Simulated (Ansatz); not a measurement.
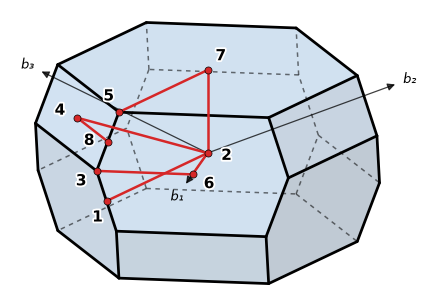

The first Brillouin zone of a rhombohedral lattice (hR; extended symbol hR1) is drawn with its special points numbered. Crystal: C, the geometry relaxed at fixed volume with Ansatz 0.2.0, DFT PBE+D3(BJ), scalar-relativistic, plane waves, PAW. Geometry calculated from the standardised cell; symmetry tolerance 0.002 Å.

a = 2.467 Å, b = 2.467 Å, c = 10.332 Å, α = 90.00°, β = 90.00°, γ = 120.00°.

Labels and path follow the convention of Hinuma et al. (2017), as computed by seekpath; the arrows show the directions of the reciprocal primitive vectors b₁, b₂, b₃, in which coordinates are given.

Which special point is each number?

Answer.
```tsv
no.	label	coordinates
1	S₀	(0.348, −0.348, 0)
2	Γ	(0, 0, 0)
3	H₀	(1/2, −0.195, 0.195)
4	F	(1/2, 0, 1/2)
5	H₂	(0.805, 0.195, 1/2)
6	L	(1/2, 0, 0)
7	T	(1/2, 1/2, 1/2)
8	S₂	(0.652, 0, 0.348)
```
